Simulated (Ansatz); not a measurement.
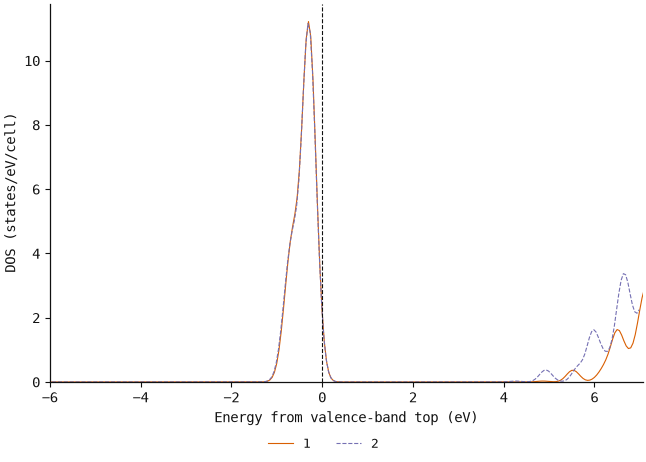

Total densities of states of RbBr, space group Immm, 2 atoms in the cell, rocksalt type, shear (xy) strain +3.0%, by two methods on the same cell. The curves are built from the levels of the k mesh with Gaussians 0.3 eV wide, which also blur the band edges. Each is counted from its own valence-band top.

Question: Which curve is which? The methods: PBE, r2SCAN.

Answer: 1 is r2SCAN; 2 is PBE. r2SCAN gives a gap of 4.87 eV and PBE gives a gap of 4.26 eV.

Settings. r2SCAN: DFT, r2SCAN, plane waves, PAW, no spin polarisation, 6×6×6 k mesh, 500 eV cutoff (Ansatz). PBE: DFT, PBE, plane waves, PAW, no spin polarisation, 6×6×6 k mesh, 420 eV cutoff (Ansatz).
